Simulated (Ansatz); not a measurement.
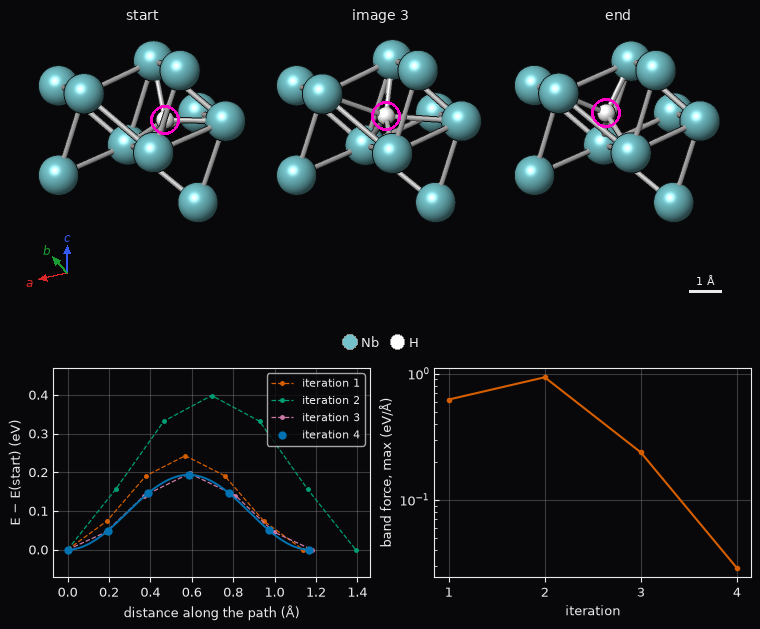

A search for the minimum-energy path of Nb with an interstitial H (17 atoms in the cell) by the nudged elastic band. Images are numbered from 0 (start) to 6 (end). The plot follows the band through its iterations. A ball-and-stick model of the atoms within 3.6 Å of the middle of the path, seen from a free direction. The moving atom is ringed, with any periodic copies. Bonds to atoms that aren't drawn are left out.

The calculation used Ansatz 0.2.0, DFT PBE-D3(BJ), scalar-relativistic, plane waves, PAW. Settings: plane-wave cutoff 420 eV; k-point mesh 3 × 3 × 3; Gaussian smearing 0.05 eV; 5 movable images; climbing image; force threshold 0.05 eV/Å; iteration limit 31; spring constant 1.0 eV/Å²; starting path by straight interpolation.

Judge this run.

The run is converged, with reservations. The band converged in 4 iterations. The largest component of the band force went from 0.62 to 0.029 eV/Å. The climbing image converged on the top of the path. A check of its curvatures didn't confirm a first-order saddle. The first iteration put the highest image at 0.243 eV. The barrier is about 0.194 eV in both directions, with image 3 at the top; the ends have the same energy.

Limits of the set-up: the periodic images lie only 6.6 Å apart, so the values are limited by the cell's size.
